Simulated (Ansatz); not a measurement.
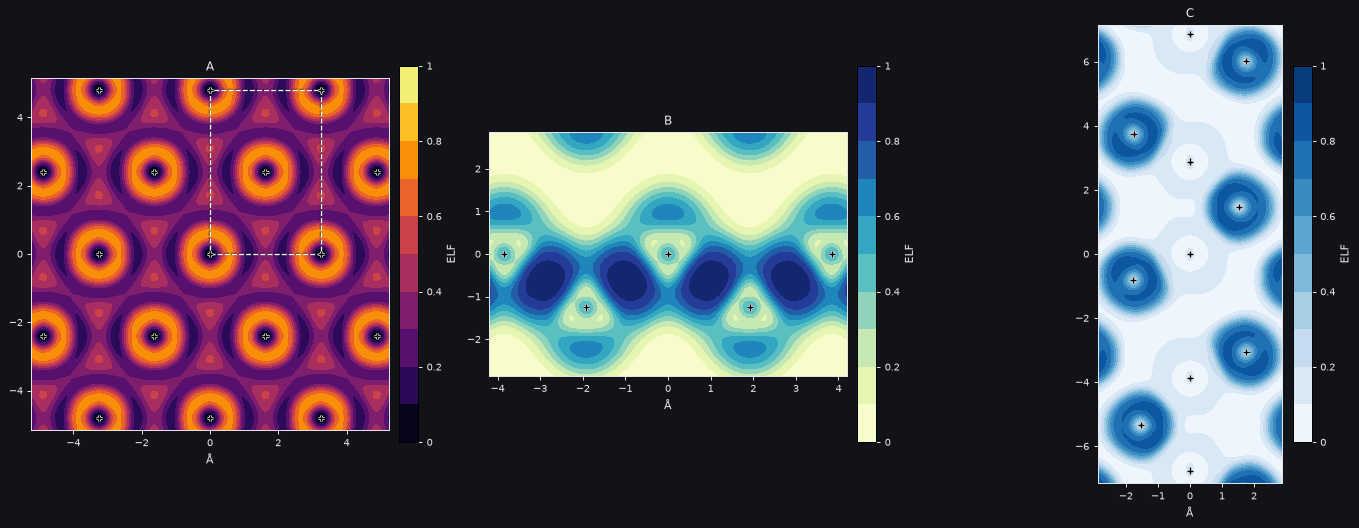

The ELF of 3 systems, each on a plane through atoms (crosses mark nuclei in the plane).

Method: Ansatz 0.2.0, DFT PBE, scalar-relativistic, plane waves, PAW.

System 1: Ga2O3, the (100) plane of the conventional cell. Space group R-3.

```xyz
30
Lattice="-2.5287 4.3799 0.0000 5.0574 0.0000 0.0000 0.0000 0.0000 -13.6231" Properties=species:S:1:pos:R:3 pbc="T T T"
Ga    0.0000    2.9199  -13.2911
Ga    0.0000    0.0000   -8.7501
Ga    2.5287    1.4599   -4.2090
Ga    0.0000    0.0000  -11.6345
Ga    2.5287    1.4599   -7.0936
Ga    0.0000    2.9199   -2.5526
Ga    0.0000    2.9199   -9.4141
Ga    0.0000    0.0000   -4.8730
Ga    2.5287    1.4599   -0.3320
Ga    2.5287    1.4599  -11.0705
Ga    0.0000    2.9199   -6.5296
Ga    0.0000    0.0000   -1.9886
O     1.5333    0.0043  -10.2175
O     4.0620    1.4642   -5.6765
O     1.5333    2.9242   -1.1353
O     4.2871    1.3257  -10.2175
O     1.7584    2.7857   -5.6765
O    -0.7704    4.2456   -1.1353
O     1.7658    3.0499  -10.2175
O     1.7658    0.1300   -5.6765
O    -0.7629    1.5899   -1.1353
O     0.9954    1.4557  -12.4878
O    -1.5333    2.9156   -7.9466
O     0.9955    4.3756   -3.4056
O     3.2991    0.1342  -12.4878
O     0.7704    1.5942   -7.9466
O    -1.7584    3.0542   -3.4056
O     3.2916    2.7900  -12.4878
O     0.7629    4.2499   -7.9466
O     0.7629    1.3300   -3.4056
```

System 2: Si, the (010) plane of the conventional cell. Space group I4₁/amd; changed on purpose from its base cell (strain -0.0750 x Voigt [0, 1, 0, 0, 0, 0], atoms carried along); computed pressure about 11 GPa in this cell.

```
Si
1.0
     2.71547    0.00000    2.71547
    -2.71547    0.00000    2.71547
     0.00000   -5.02362    0.00000
Si
4
Direct
  0.00000 0.00000 0.50000
  0.50000 0.50000 0.00000
  0.00000 0.50000 0.75000
  0.50000 0.00000 0.25000
```

System 3: Ta, the (110) plane of the conventional cell. Space group I4/mmm; changed on purpose from its base cell (strain +0.030 along x and y, -0.015 along z, atoms carried along); computed pressure about −5 GPa in this cell; computed without spin polarisation.

```
Ta
1.0
     3.40164    0.00000    0.00000
     0.00000    3.40164    0.00000
     0.00000    0.00000    3.25302
Ta
2
Direct
  0.00000 0.00000 0.00000
  0.50000 0.50000 0.50000
```

Q: Which map belongs to which system?

A: Panel A is system 3, Ta: the plane holds Ta. Ta–Ta (2.90 Å): the ELF is about 0.30 at the midpoint. Panel B is system 2, Si: the plane holds Si. Si–Si (2.29 Å): the ELF peaks at about 0.95 between the atoms. Panel C is system 1, Ga2O3: the plane holds Ga and O. Ga–O (1.94 Å): the ELF peaks at about 0.85 in the valence shell of O, 0.6 Å from its nucleus, and is about 0.35 at the midpoint.
